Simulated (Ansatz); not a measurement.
System: K, space group Pm-3m (No. 221) (one of a set of cubic test structures, which need not be the stable phase).

One of the inputs:
```
crystal:
  lattice:
    - [4.299355951855, 0.0, 0.0]
    - [0.0, 4.299355951855, 0.0]
    - [0.0, 0.0, 4.299355951855]
  atoms:
    - { symbol: K, position: [0, 0, 0] }
kpoints:
  mp_grid: { grid: [13, 13, 13] }
hamiltonian:
  xc: pbe
  pseudopotentials:
    kind: paw
    azcp:
      K: "pseudopotentials/pbe/paw/ansatz_paw_generated_hard_1/K.paw.azcp"
scf:
  occupations: { method: fermi_dirac, width: 0.061225619053 }
  convergence: { dr2_threshold: "1e-9 eV" }
  max_iter: 300
output:
  forces: true
  stress: true
```

Run as:
```bash
ansatz run input.yaml --threads 1
```

Computed with Ansatz 0.2.0 development build: equation of state of a cubic crystal from periodic Kohn-Sham density functional theory without spin, third-order Birch-Murnaghan fit to the free energies; pressure corrected for the finite basis. Level: PBE.

- structure type: simple cubic
- atoms in cell: 1
- space group number: 221
- lattice centring: simple cubic
- k mesh: 13×13×13
- occupation method: Fermi–Dirac
- occupation width: 0.06123 eV
- wave cutoff: 700 eV
- datasets: hard PAW
- density tolerance: 1e−09 eV
- bands: 9
- density cutoff ratio: 4
- search for lower states: default

What does the calculation give for the energy above the lowest point and pressure against volume? The volume takes the values 74.70, 76.29, 77.88, 79.47, 81.06, 82.65 Å³/atom.

A third-order Birch–Murnaghan fit gives V0 = 79.41 Å³/atom, B0 = 2.77 GPa and B′ = 3.8. The energy above the lowest point is 2.653 meV/atom at volume 74.70 Å³/atom and 1.071 meV/atom at 82.65 Å³/atom; the lowest computed point is at volume 79.47 Å³/atom (0.000 meV/atom). The pressure falls from 0.19 GPa at volume 74.70 Å³/atom to −0.10 GPa at 82.65 Å³/atom, and changes sign near 79.5 Å³/atom.

```json
{"volume (Å³/atom)": "74.70", "energy above the lowest point (meV/atom)": "2.653", "pressure (GPa)": "0.19"}
{"volume (Å³/atom)": "76.29", "energy above the lowest point (meV/atom)": "1.125", "pressure (GPa)": "0.12"}
{"volume (Å³/atom)": "77.88", "energy above the lowest point (meV/atom)": "0.260", "pressure (GPa)": "0.06"}
{"volume (Å³/atom)": "79.47", "energy above the lowest point (meV/atom)": "0.000", "pressure (GPa)": "0.00"}
{"volume (Å³/atom)": "81.06", "energy above the lowest point (meV/atom)": "0.290", "pressure (GPa)": "-0.06"}
{"volume (Å³/atom)": "82.65", "energy above the lowest point (meV/atom)": "1.071", "pressure (GPa)": "-0.10"}
```

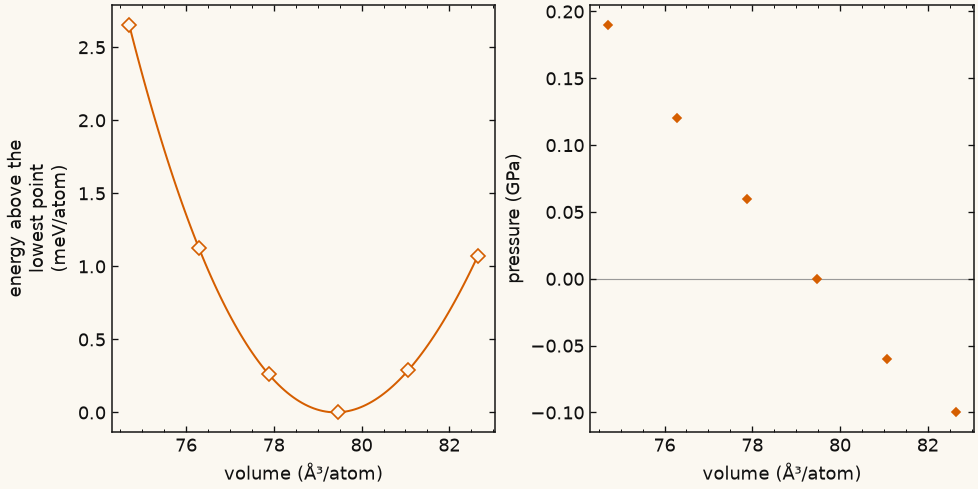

Limits of the calculation: cubic model structure, not the ambient form; modest k-mesh, values are not fully converged in k.
